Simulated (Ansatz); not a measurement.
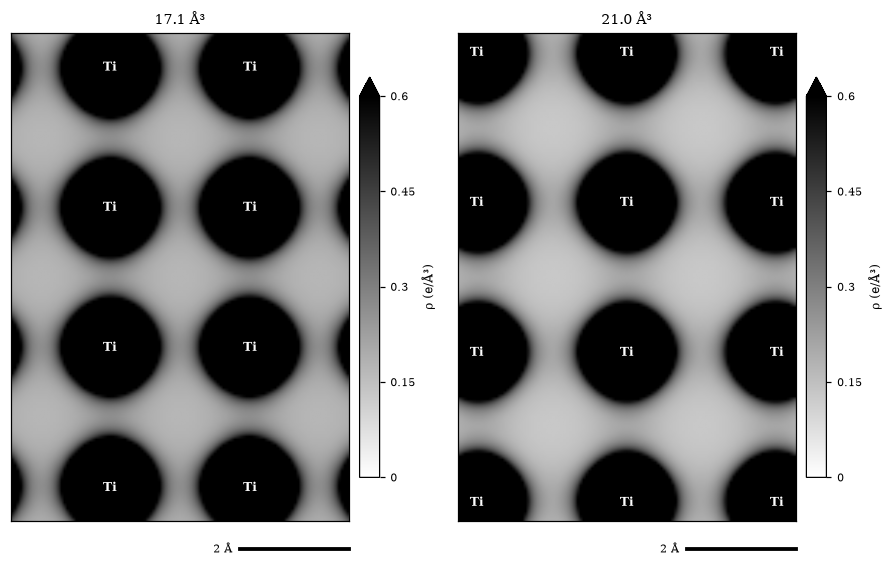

Ti. The valence charge density (pseudo) of cells scaled evenly to different volumes (given per atom above each panel), on the (010) plane of each (indices in the axes of the cell below), at one length scale and on one colour scale.

A generated structure, not necessarily the stable one; spin-polarised.

Computed with Ansatz 0.2.0, DFT, r2SCAN, plane waves (500 eV) with PAW, scalar-relativistic.

The density is the valence pseudo-density of a PAW calculation; it isn't the true density close to the nuclei.

The largest cell:

```
CELL_PARAMETERS angstrom
2.75978 0.00000 0.00000
0.00000 2.75978 0.00000
0.00000 0.00000 2.75978
ATOMIC_POSITIONS crystal
Ti 0.00000 0.00000 0.00000
```

| volume (Å³/atom) | Ti–Ti contact in the plane (Å) | ρ at its midpoint (e/Å³) | pressure (GPa) | largest moment (μB) | 
| --- | --- | --- | --- | --- |
| 17.13 | 2.578 | 0.266 | 10.8 | 1.14 | 
| 18.68 | 2.654 | ? | ? | ? | 
| 21.02 | 2.760 | 0.209 | −4.3 | 1.34 | 

### Estimate the missing row, and compare with the calculation.

Over the known rows ln ρ falls by 1.33 per Å of Ti–Ti distance (the line through the two), which gives 0.241 e/Å³ at 2.654 Å; the calculation gives 0.235 e/Å³. For the pressure, a straight line in volume between the neighbouring rows gives 4.8 GPa; the calculation gives 2.6, lower because pressure rises ever faster on compression. For the largest moment, a straight line in volume between the neighbouring rows gives 1.22 μB; the calculation gives 1.20.
